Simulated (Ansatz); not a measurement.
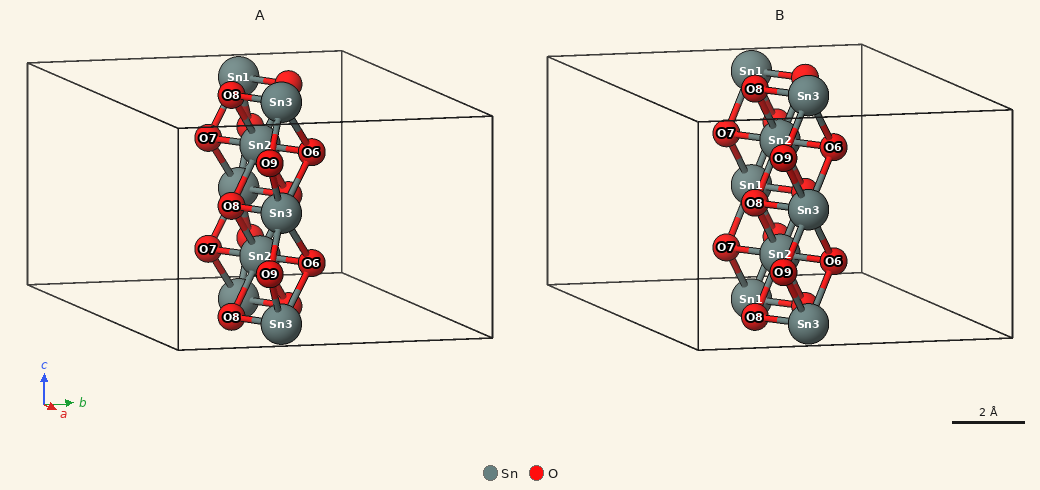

Two geometries of a wire of composition SnO2, drawn at one scale. One is the start of a relaxation, the other its converged end. The picture is a ball-and-stick view of the 2 repeat of the cell, with the vacuum cut short, seen slightly off an axis.

These are results of DFT PBE, scalar-relativistic, plane waves, PAW (Ansatz), not measurements. Set-up: plane-wave cutoff 420 eV; k-point mesh 1 × 1 × 17; occupations gaussian; smearing width 0.05 eV; collinear spin; cell relaxed at fixed a, b, alpha, beta, gamma; force threshold 0.02 eV/Å; at most 45 steps.

Which geometry has the lower energy?

Structure A is the relaxed one. Case: zigzag ribbon, 3 formula units a period, edge spins parallel. The energy falls by 0.782 eV per cell of the calculation in 6 accepted moves (8 points after the start). The largest force component goes from 2.6 to 0.0034 eV/Å. At 2 points the geometry stayed and the basis and grid were re-selected for the new cell (energy shift of 12.4 meV per cell of the calculation at most each time). The largest moves, 0.21 Å, are those of Sn atoms. By element the largest moves are Sn 0.21 Å, O 0.20 Å. Along the periodic axis the drawn cell goes c 6.455 → 6.275 Å (−2.8 %). Near-neighbour distances that change, for instance: O–Sn 2.120 → 2.006 Å, O–Sn 2.120 → 2.155 Å, O–Sn 2.120 → 2.109 Å. Among the angles between lasting bonds that change: O–Sn–O 180.0° → 166.0°, O–Sn–O 99.1° → 110.1°, Sn–O–Sn 99.1° → 93.4°. The program noted that the starting moments weren't kept. The run took 77 s on 4 threads of Intel(R) Xeon(R) 6975P-C (Granite Rapids) (shared host), peak memory 1.4 GiB.
